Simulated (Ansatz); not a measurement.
# How strongly the parts of twisted graphene double bilayer, 38.21° (56 atoms) bind: runs compared

Aim: the interaction energy between the two parts of twisted graphene double bilayer, 38.21° (56 atoms) and its distance dependence.

Computed with Ansatz 0.2.0: Kohn-Sham DFT, PBE+D4, PAW (set soft_2), plane waves.

**1. The cell as built**

The cell holds 56 atoms: 56 C. Its edges and angles: a = 6.508 Å, b = 6.509 Å, c = 24.180 Å, α = 90.0°, β = 90.0°, γ = 120.0°. It derives from C (graphene). Graphene (a = 2.46 Å) under graphene (a = 2.46 Å), double bilayer, commensurate cell of 7 unit cells a layer, twist 38.21 deg; facing planes 3.33, 3.52, 3.33 Å apart as built; 14 Å of vacuum; minimised with a classical potential. Regions: layer 1, 14 atoms (14 C); layer 2, 14 atoms (14 C); layer 3, 14 atoms (14 C); layer 4, 14 atoms (14 C). Vacuum lies along c.

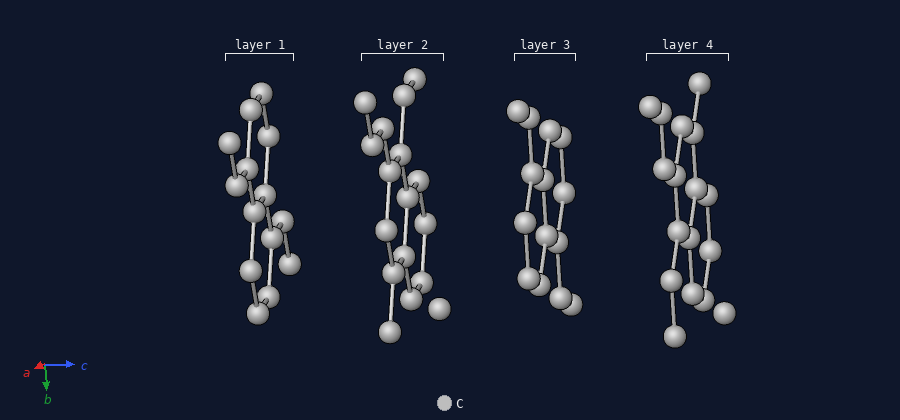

The cell as built. Bonds to atoms that aren't drawn are left out. Some periodic images of atoms are drawn too.

What the set-up can't give: The cell is under 6 Å thick along two periodic directions, so every atom has periodic images of itself close by, which move with it and show among its neighbours and in g(r).

**2. The reference run**

The reference is a single point at the end of the relaxation.

The parts (lower: layer 1, layer 2 and layer 3 and upper: layer 4) keep their atoms where they stand in it, and shifted cells move the upper part rigidly.

Its input, with most atom lines left out:

```yaml
crystal:
  lattice:
    - [6.5085, 0.0, 0.0]
    - [-3.25425, 5.63653, 0.0]
    - [0.0, 0.0, 24.18]
  atoms:
    - { symbol: C, position: [0.19048, 0.2381, 0.29298] }
    - { symbol: C, position: [0.2381, 0.04762, 0.29311] }
    - { symbol: C, position: [0.33333, 0.66667, 0.29298] }
    - { symbol: C, position: [0.38095, 0.47619, 0.2931] }
    - { symbol: C, position: [0.47619, 0.09524, 0.29298] }
    - { symbol: C, position: [0.52381, 0.90476, 0.2931] }
    - { symbol: C, position: [0.61905, 0.52381, 0.29298] }
    [... atom lines 8 to 56 left out ...]
kpoints:
  mp_grid: { grid: [3, 3, 1] }
hamiltonian:
  xc: pbe
  dispersion: d4
scf:
  occupations: { method: gaussian, width: 0.05 }
output:
  forces: true
  populations: true
  dos:
    method: { smearing: { sigma: 0.15 } }
    de: 0.1
    projected:
      site_lists:
        C: [C]
        layer_1: [0, 1, 2, 3, 4, 5, 6, 7, 8, 9, 10, 11, 12, 13]
        layer_2: [14, 15, 16, 17, 18, 19, 20, 21, 22, 23, 24, 25, 26, 27]
        layer_3: [28, 29, 30, 31, 32, 33, 34, 35, 36, 37, 38, 39, 40, 41]
        layer_4: [42, 43, 44, 45, 46, 47, 48, 49, 50, 51, 52, 53, 54, 55]
  eigenvalues: true
  write_density: true
  write_potential: true
  volumetric_format: npy
```

* free energy per atom: -251.0812 eV/atom
* r.m.s. force component: 0.01376 eV/Å

No gap is quoted, since levels at the Fermi energy are partly filled.

**3. The runs**

Each row is one run, on 4 threads of Arm Neoverse V2, shared host. The free energy is the program's total, comparable only between runs with the same functional, potentials and atoms, or as a whole against its parts.

```tsv
run	atoms	outcome	ionic steps, all passes	free energy (eV)	time	host memory (GiB)
Single point at the start	56	converged	-	-14060.521	19 s	2.7
Relaxation	56	converged	3	-14060.548	62 s	2.8
Single point at the relaxed geometry	56	converged	-	-14060.548	43 s	2.9
The lower part alone	42	converged	-	-10545.144	15 s	1.6
The upper part alone	14	converged	-	-3514.525	3.2 s	1.0
Upper part moved by +0.3 Å	56	converged	-	-14060.449	46 s	2.9
Upper part moved by -0.3 Å	56	converged	-	-14060.356	32 s	2.7
Upper part moved by +0.8 Å	56	converged	-	-14060.172	52 s	2.9
Upper part moved by +1.6 Å	56	converged	-	-14059.881	44 s	2.8
Upper part moved by +3 Å	56	converged	-	-14059.715	39 s	2.8
```

In some runs the program notes that the atoms just miss a symmetry operation, the exchange-correlation potential is rough where the density is thin and positions were snapped to a detected symmetry.

**4. Interaction energy**

Whole cell less its two parts, each frozen at the geometry of the whole and solved in the same cell with the same functional, so that energy zeros cancel. The upper part is 'layer 4' and the lower part 'layer 1, layer 2 and layer 3', so the cut is under the top layer, which needn't be the twisted interface. The nearest atoms of the two parts stand 3.28 Å apart. The face is 36.69 Å².

```tsv
functional	interaction energy (eV)	of it, the added dispersion term (eV)	per area (meV/Å²)	per area (J/m²)	per atom of the upper part (meV)
PBE+D4	-0.879	-1.013	-24.0	-0.38	-62.8
```

**5. Energy against separation**

The upper part is moved rigidly along the normal from its place in the reference.

```tsv
shift (Å)	energy change (eV)	per area (meV/Å²)	share of the binding lost (%)
-0.3	0.192	5.23	-
+0.0	0.000	0.00	-
+0.3	0.099	2.69	11
+0.8	0.375	10.23	43
+1.6	0.667	18.18	76
+3.0	0.833	22.70	95
```

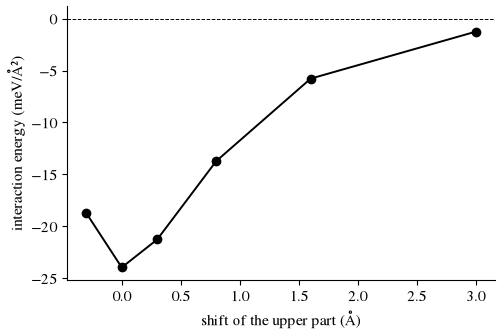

Interaction energy against the shift of the upper part; zero is the parts apart.

**6. Levels of whole and parts**

```tsv
cell	level spacing (eV)	vacuum level at the upper face, over the highest filled level, or over E_F where no gap is given (eV)	moment (μB)
whole	-	4.26	no spin
lower part	-	4.27	no spin
upper part	-	4.22	no spin
```

A dash marks a cell without a clear gap, or without a flat potential in the vacuum.

**7. Outcome**

The parts bind with 24.0 meV/Å² (0.879 eV for the cell) at the level PBE+D4, the size of van der Waals binding between sheets. The added dispersion term contributes -1.013 eV, the functional itself 0.135 eV. The curvature over ±0.3 Å is 1.4×10²⁰ N/m³, and the energy rises faster on the near side. At +3.0 Å, 95 % of the binding is lost; the shift also narrows the vacuum to the periodic image.

Caveats: The k-mesh is coarse for these cells; its error cancels only in part between whole and parts. The parts are frozen, so the energy of their deformation isn't counted. No correction is made for dipoles across the vacuum, and the parts also feel their periodic images through it.

The DFT runs together took 5.9 min of wall time.

[Logs are printed without paths, hosts, clocks, repeated set-up lines and the standing remarks that a program may print on its own settings, such as how far it seeks lower states.]

[Hosts, paths, dates, database ids (printed as entryN), source tags and the programs' standing remarks are cut or masked in the printed files.]
